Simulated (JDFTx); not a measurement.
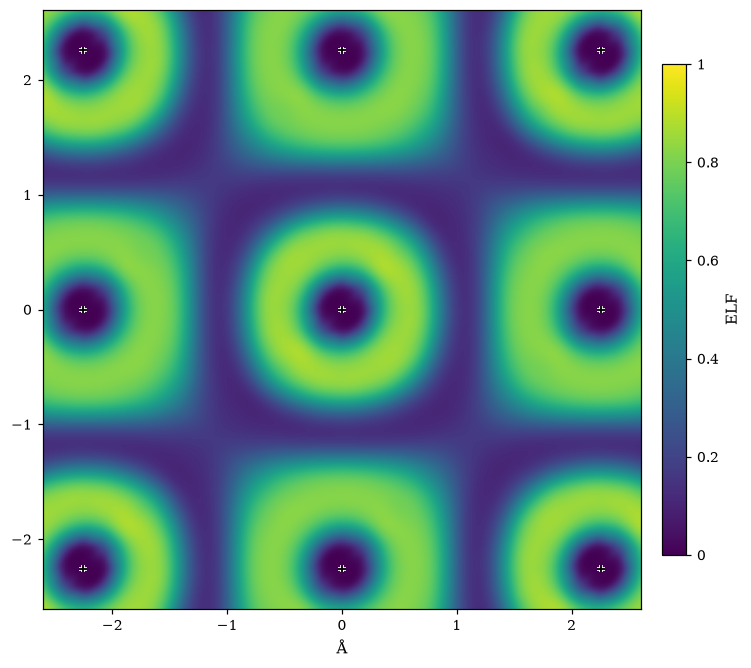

The electron localisation function on a plane through atoms (crosses mark nuclei in the plane).

Theory: Kohn-Sham DFT of a periodic cell, PBE, PseudoDojo-SR-PBE-0.5-standard (JDFTx 1.7.0 (patched build)).

Candidates:
A. ZrB₂, a = 3.17 Å, b = 3.17 Å, c = 3.53 Å, α = 90.00°, β = 90.00°, γ = 120.00°. Space group P6/mmm.
B. HfN, a = 4.51 Å, b = 4.51 Å, c = 4.51 Å, α = 90.00°, β = 90.00°, γ = 90.00°. Space group Fm-3m; computed pressure about 6 GPa in this cell.
C. Pt, a = 3.92 Å, b = 3.92 Å, c = 3.92 Å, α = 90.00°, β = 90.00°, γ = 90.00°. Space group Fm-3m; computed pressure about 10 GPa in this cell.

### Which system is this?

Candidate B: HfN on the (010) plane of the conventional cell, which holds Hf and N. Hf–N (2.26 Å): the ELF peaks at about 0.80 in the valence shell of N, 0.6 Å from its nucleus, and is about 0.15 at the midpoint: no shared electron pair shows on this line. Hf–Hf (3.19 Å): the ELF is about 0.15 at the midpoint; no localised pair shows between them.
